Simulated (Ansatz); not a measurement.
## Run report: Ta12HN, geometry relaxation (part 3 of 3)

The same run, continued: Ta12HN (slab, 14 atoms in the cell); DFT PBE+D3(BJ), scalar-relativistic, plane waves, PAW, no spin polarisation (Ansatz 0.2.0); cutoff 420 eV, 6×6×1 k-mesh, Gaussian smearing of 0.1 eV. The structure derives from an entry of the Crystallography Open Database. The input holds or restrains some coordinates. Forces given for the steps count only the free coordinates. It belongs to a series of runs on one base structure; here: NH put at a top Ta site.

Geometry of the input (Å; fractional positions):
```
5.6897  0.0000  0.0000
-1.8966  5.3643  0.0000
0.0000  0.0000  24.6456
Ta 0.2500  0.2500  0.3449
Ta 0.2500  0.7500  0.3449
Ta 0.7500  0.2500  0.3449
Ta 0.7500  0.7500  0.3449
Ta 0.5000  0.5000  0.4373
Ta 0.5000  0.0000  0.4373
Ta 0.0000  0.5000  0.4373
Ta 0.0000  0.0000  0.4373
Ta 0.7500  0.7500  0.5295
Ta 0.7500  0.2500  0.5295
Ta 0.2500  0.7500  0.5295
Ta 0.2500  0.2500  0.5295
N  0.2500  0.2500  0.6277
H  0.2681  0.2253  0.6683
```

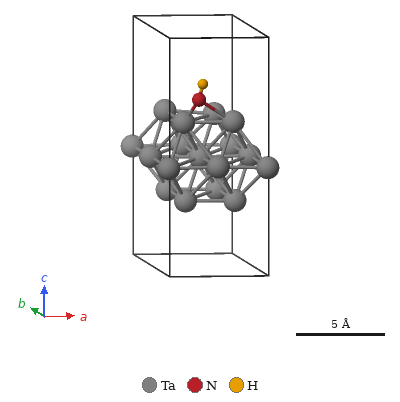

*The geometry at step 11 of the log (ball-and-stick view of the cell of the calculation, with the vacuum cut short, seen slightly off an axis).*

Output, continued:
```
  k-point 19: bands = ["-64.8447", "-64.8340", "-64.7741", "-64.7723", "-64.7625", "-64.7614", "-64.7479", "-64.7355", "-64.4537", "-64.3956", "-64.3921", "-64.3482", "-31.6794", "-31.6534", "-31.6252", "-31.6229", "-31.6092", "-31.5789", "-31.4523", "-31.4470", "-31.4214", "-31.4137", "-31.3959", "-31.3627", "-31.3505", "-31.3358", "-31.3073", "-31.3057", "-31.3027", "-31.2891", "-31.2838", "-31.2832", "-31.2464", "-31.2446", "-31.1922", "-31.1780", "-31.0326", "-30.9850", "-30.9814", "-30.9338", "-30.8569", "-30.8296", "-30.8175", "-30.7749", "-30.7568", "-30.7512", "-30.7337", "-30.7014", "-13.1486", "-4.7244", "-2.5969", "-2.2860", "-1.7792", "-1.7783", "-0.9743", "-0.9036", "-0.7148", "-0.7001", "-0.2342", "0.0115", "0.1831", "0.2099", "1.0071", "1.0191", "1.0225", "1.0560", "1.1420", "1.1509", "1.3239", "1.3890", "1.5435", "1.5610", "1.7525", "1.7841", "1.8038", "2.3018", "2.4096", "2.4223", "2.5368", "2.6384", "2.6421", "2.7108", "2.7209", "2.7886", "2.9729", "3.1299", "3.5537", "3.5915", "3.6218", "3.6477", "4.2574", "4.3607", "4.5763", "4.5969", "4.6866", "4.7571", "4.7778", "4.9364"]
--- Relaxed structure (22 steps of the walk, 22 accepted, 0 SCFs on fresh bases) ---
  F+E_penalty+E_count = -119586.06105859 eV   max|allowed force component| = 2.436e-2 eV/Å
  atoms:
    - { symbol: Ta, position: [0.25, 0.25000000000000006, 0.34488892230000007] }
    - { symbol: Ta, position: [0.25, 0.7500000000000002, 0.34488892230000007] }
    - { symbol: Ta, position: [0.75, 0.25000000000000006, 0.34488892230000007] }
    - { symbol: Ta, position: [0.7500000000000001, 0.7500000000000002, 0.34488892230000007] }
    - { symbol: Ta, position: [0.5001233758742855, 0.5000245503583736, 0.43701041057746803] }
    - { symbol: Ta, position: [0.5000504986806543, 2.569735017592381e-5, 0.43750897235092834] }
    - { symbol: Ta, position: [9.102927122384141e-5, 0.5000156536492517, 0.43564631174403945] }
    - { symbol: Ta, position: [5.2445739036027955e-5, -3.0822298700386275e-5, 0.43700269134999786] }
    - { symbol: Ta, position: [0.742345975862126, 0.7579932517762619, 0.5291114174885299] }
    - { symbol: Ta, position: [0.7624439274765196, 0.2622764028526712, 0.5304822975504768] }
    - { symbol: Ta, position: [0.23792738111200606, 0.7376538652248271, 0.5304809736030771] }
    - { symbol: Ta, position: [0.2577813299096987, 0.2421348326458389, 0.5289548926385941] }
    - { symbol: N, position: [0.5012324285670408, -0.001064765779765343, 0.5789337309232747] }
    - { symbol: H, position: [0.5006490428243265, -0.0005102996366405377, 0.6205311373578496] }
```

Trajectory as extended XYZ (Å, eV, eV/Å), 7 of the 22 frames kept, from step=1 to step=22:
```
14
Lattice="5.6897 0.0000 0.0000 -1.8966 5.3643 0.0000 0.0000 0.0000 24.6456" Properties=species:S:1:pos:R:3:forces:R:3 step=1 energy=-119581.66103
Ta    0.9483    1.3411    8.5000    0.0014   0.0000  -0.0778
Ta    0.0000    4.0232    8.5000   -0.0013  -0.0052   0.0610
Ta    3.7931    1.3411    8.5000    0.0041   0.0022   0.0611
Ta    2.8448    4.0232    8.5000   -0.0058   0.0050   0.0878
Ta    1.8966    2.6821   10.7777    0.1263   0.1813  -0.2163
Ta    2.8448    0.0000   10.7777   -0.0351   0.0236   0.0390
Ta   -0.9483    2.6821   10.7777    0.0265  -0.0202   0.0118
Ta    0.0000    0.0000   10.7777   -0.1305  -0.1813  -0.2121
Ta    2.8448    4.0232   13.0506    0.0120  -0.0092  -0.1709
Ta    3.7931    1.3411   13.0506   -0.0514  -0.0003   0.2541
Ta    0.0000    4.0232   13.0506   -0.0108   0.0539   0.2511
Ta    0.9483    1.3411   13.0506    0.0104   0.0044   4.7441
N     0.9483    1.3411   15.4706   -0.0310   0.0167  -5.1598
H     1.0980    1.2085   16.4706    0.0854  -0.0708   0.3277
14
Lattice="5.6897 0.0000 0.0000 -1.8966 5.3643 0.0000 0.0000 0.0000 24.6456" Properties=species:S:1:pos:R:3:forces:R:3 step=5 energy=-119583.89180
Ta    0.9483    1.3411    8.5000    0.0000   0.0026  -0.0932
Ta    0.0000    4.0232    8.5000   -0.0033  -0.0130   0.0779
Ta    3.7931    1.3411    8.5000    0.0108   0.0067   0.0782
Ta    2.8448    4.0232    8.5000   -0.0090   0.0076  -0.3263
Ta    1.9133    2.7065   10.7308   -0.0590  -0.0608   0.0499
Ta    2.8261    0.0136   10.7817    0.1768  -0.1235  -0.0708
Ta   -0.9303    2.6698   10.7809   -0.2011   0.1412  -0.0837
Ta   -0.0172   -0.0234   10.7312    0.0379   0.0758   0.0523
Ta    2.8381    4.0281   12.9721   -0.0320   0.0160  -0.0307
Ta    3.7880    1.3468   13.0490    0.0068   0.0143   0.0458
Ta   -0.0063    4.0277   13.0491   -0.0053  -0.0006   0.0475
Ta    0.9469    1.3423   13.1039   -0.0716   0.0726   0.0873
N     1.0187    1.2728   14.9507    0.2039  -0.1829   0.2172
H     1.1055    1.1943   15.9641   -0.0548   0.0441  -0.0517
14
Lattice="5.6897 0.0000 0.0000 -1.8966 5.3643 0.0000 0.0000 0.0000 24.6456" Properties=species:S:1:pos:R:3:forces:R:3 step=8 energy=-119584.19116
Ta    0.9483    1.3411    8.5000   -0.0315   0.0408  -0.0299
Ta    0.0000    4.0232    8.5000   -0.0935   0.0078   0.1051
Ta    3.7931    1.3411    8.5000   -0.0297   0.0829   0.0968
Ta    2.8448    4.0232    8.5000   -0.0641   0.0591  -0.2595
Ta    1.8764    2.7151   10.7350   -0.0063   0.0259   0.0327
Ta    2.8175    0.0234   10.7946   -0.0640   0.0542   0.0099
Ta   -0.9750    2.7059   10.7823    0.0224  -0.0278  -0.0132
Ta   -0.0340    0.0135   10.7397   -0.0182   0.0128   0.0369
Ta    2.7602    4.0812   12.9618   -0.1066   0.0478  -0.0185
Ta    3.7502    1.4060   13.0796    0.0075   0.0402   0.1090
Ta   -0.0717    4.0621   13.0862   -0.0367   0.0238   0.1705
Ta    0.9049    1.3875   13.1320   -0.2309   0.2051   0.2744
N     1.3402    0.9760   14.9076    0.6096  -0.5237  -0.5847
H     1.5208    0.8014   15.8928    0.0430  -0.0497   0.0741
14
Lattice="5.6897 0.0000 0.0000 -1.8966 5.3643 0.0000 0.0000 0.0000 24.6456" Properties=species:S:1:pos:R:3:forces:R:3 step=11 energy=-119585.09696
Ta    0.9483    1.3411    8.5000   -0.0966   0.0880   0.0932
Ta    0.0000    4.0232    8.5000   -0.1480   0.0914   0.1450
Ta    3.7931    1.3411    8.5000   -0.0995   0.0945   0.1076
Ta    2.8448    4.0232    8.5000   -0.0649   0.0729  -0.1423
Ta    1.8493    2.7350   10.7392   -0.0216  -0.0026   0.1098
Ta    2.7915    0.0446   10.8154   -0.1099   0.0934   0.0257
Ta   -1.0072    2.7301   10.8022    0.0637  -0.0617   0.0609
Ta   -0.0590    0.0378   10.7489    0.0006   0.0470   0.1000
Ta    2.6966    4.1149   12.9540    0.0290  -0.0796  -0.0656
Ta    3.6987    1.4399   13.1407   -0.2255  -0.0961   0.1318
Ta   -0.1287    4.1203   13.1668   -0.0491   0.3484   0.2240
Ta    0.8479    1.4472   13.1098   -0.4301   0.3957   0.1796
N     1.7079    0.6630   14.6528    1.1220  -1.0195  -1.0077
H     1.9172    0.4632   15.6288    0.0318   0.0272   0.0379
14
Lattice="5.6897 0.0000 0.0000 -1.8966 5.3643 0.0000 0.0000 0.0000 24.6456" Properties=species:S:1:pos:R:3:forces:R:3 step=15 energy=-119585.99511
Ta    0.9483    1.3411    8.5000   -0.0787   0.0338   0.1954
Ta    0.0000    4.0232    8.5000   -0.0430   0.0854  -0.0201
Ta    3.7931    1.3411    8.5000   -0.1062  -0.0297  -0.0246
Ta    2.8448    4.0232    8.5000    0.0214  -0.0319   0.0133
Ta    1.8723    2.7091   10.7634   -0.0425  -0.0549  -0.0872
Ta    2.8006    0.0203   10.7927    0.0967  -0.0174  -0.0325
Ta   -0.9725    2.6926   10.7910   -0.0846   0.0503  -0.1111
Ta   -0.0420    0.0052   10.7666    0.0377   0.0426  -0.0549
Ta    2.7559    4.0592   12.9520    0.0063   0.0669   0.1494
Ta    3.7297    1.3953   13.1011    0.0268  -0.0109   0.0434
Ta   -0.0913    4.0514   13.1065   -0.0182  -0.0447  -0.0477
Ta    0.8833    1.3883   13.0612   -0.0968   0.0185  -0.1277
N     2.3141    0.3507   14.3161    0.2073  -0.0769   0.3836
H     2.2939    0.3611   15.3471    0.0704  -0.0295  -0.2797
14
Lattice="5.6897 0.0000 0.0000 -1.8966 5.3643 0.0000 0.0000 0.0000 24.6456" Properties=species:S:1:pos:R:3:forces:R:3 step=19 energy=-119586.05999
Ta    0.9483    1.3411    8.5000    0.0416  -0.0285   0.1598
Ta    0.0000    4.0232    8.5000    0.0465   0.0869  -0.1473
Ta    3.7931    1.3411    8.5000   -0.0652  -0.0708  -0.1474
Ta    2.8448    4.0232    8.5000   -0.0260   0.0193   0.1568
Ta    1.8937    2.6840   10.7745    0.0212   0.0149  -0.0296
Ta    2.8431    0.0016   10.7792   -0.0154   0.0097   0.0738
Ta   -0.9508    2.6844   10.7395   -0.0047   0.0030   0.0411
Ta   -0.0024    0.0026   10.7745   -0.0046  -0.0241  -0.0303
Ta    2.7813    4.0693   13.0338   -0.0058  -0.0006  -0.0022
Ta    3.8313    1.4100   13.0800   -0.0090  -0.0096  -0.0203
Ta   -0.0515    3.9653   13.0803    0.0069   0.0120  -0.0242
Ta    0.9957    1.3085   13.0485   -0.0029  -0.0011  -0.0177
N     2.7682    0.0550   14.2767    0.0139  -0.0087  -0.0396
H     2.7659    0.0567   15.3009    0.0035  -0.0021   0.0271
14
Lattice="5.6897 0.0000 0.0000 -1.8966 5.3643 0.0000 0.0000 0.0000 24.6456" Properties=species:S:1:pos:R:3:forces:R:3 step=22 energy=-119586.06106
Ta    0.9483    1.3411    8.5000    0.0368  -0.0249   0.1310
Ta    0.0000    4.0232    8.5000    0.0621   0.0851  -0.1485
Ta    3.7931    1.3411    8.5000   -0.0592  -0.0850  -0.1481
Ta    2.8448    4.0232    8.5000   -0.0370   0.0270   0.1331
Ta    1.8972    2.6823   10.7704   -0.0051   0.0003   0.0052
Ta    2.8451    0.0001   10.7827    0.0034  -0.0024  -0.0094
Ta   -0.9478    2.6822   10.7368    0.0024  -0.0030   0.0180
Ta    0.0004   -0.0002   10.7702   -0.0019   0.0040   0.0042
Ta    2.7861    4.0661   13.0403    0.0244  -0.0205  -0.0169
Ta    3.8406    1.4069   13.0741   -0.0228  -0.0127   0.0110
Ta   -0.0453    3.9570   13.0740    0.0045   0.0241   0.0117
Ta    1.0075    1.2989   13.0364   -0.0053   0.0076   0.0015
N     2.8539   -0.0057   14.2682   -0.0098   0.0058   0.0170
H     2.8495   -0.0027   15.2934    0.0076  -0.0053  -0.0096
```

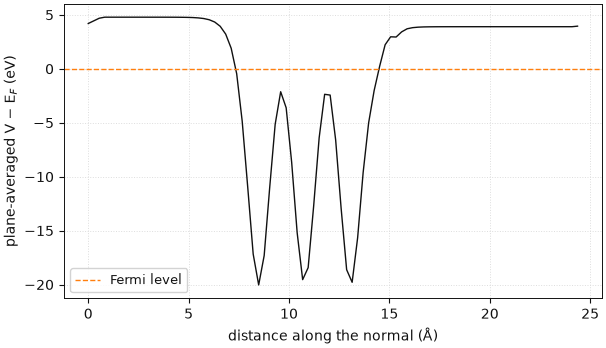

*Plane average of the electrostatic potential energy of an electron across the cell, from the Fermi level.*

The vacuum level lies 3.90 eV above the Fermi level on the upper side and 4.78 eV on the lower.

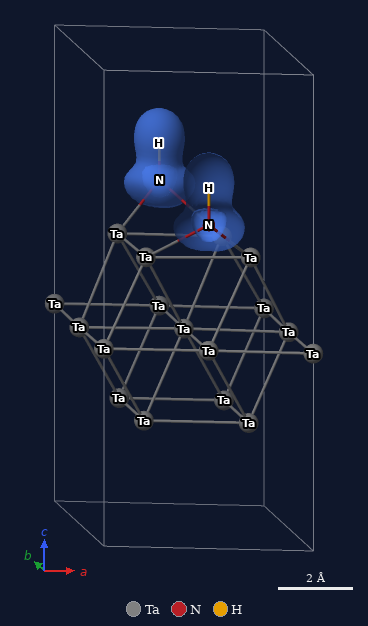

*Isosurface of the ELF at 0.7 (blue), seen slightly off an axis. Core shells and regions of very low density are left out. Sticks mark near contacts.*

Along the contacts the grid gives the following. Ta–N (2.10 Å): the ELF is about 0.25 at the midpoint (a polar contact without a shared pair, in a metal). The fields are those of the smooth PAW valence density.

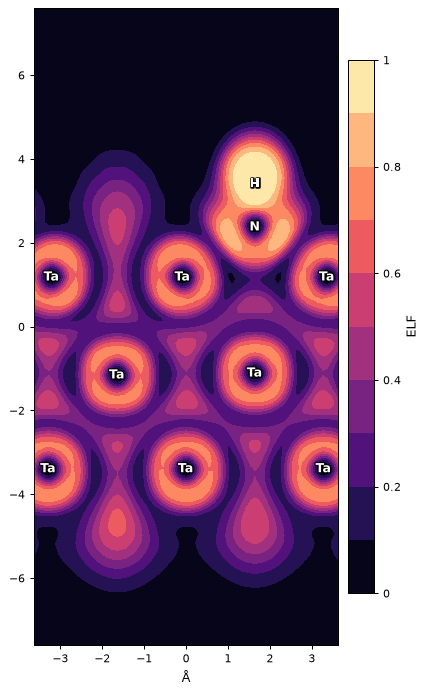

*ELF on the (11̄0) plane of the calculation cell, a cut from vacuum to vacuum.*

Atoms in the plane: Ta, N and H. Ta–N (2.10 Å): the ELF is about 0.25 at the midpoint (no shared pair; the contact is polar). Ta–Ta (2.77 Å): the ELF is about 0.35 at the midpoint (no shared electron pair). Ta–Ta (2.81 Å): the ELF is about 0.30 at the midpoint; no localised pair between them. The strong features right at Ta lie inside the PAW spheres (semicore, d or f shells) and say nothing about bonding.

Summary:

- outcome: converged under the restraints of the input
- electrons treated: 162
- free energy: −119586.0611 eV
- work function, top face: 3.90 eV
- work function, bottom face: 4.78 eV
- Fermi energy: 2.605 eV
- gap on the k-point mesh: none (metallic)
- final volume: 752.21 Å³
- work function (upper face): 3.90 eV
- largest force (length of the vector) at the end, held atoms and coordinates included: 0.182 eV/Å
- wall time: 8.6 min (CPU time 33 min)
- peak memory: 2.4 GiB

Notes:

Warnings of the run: the exchange-correlation potential is rough where the density is thin. Spin–orbit coupling is left out, which matters for Ta.
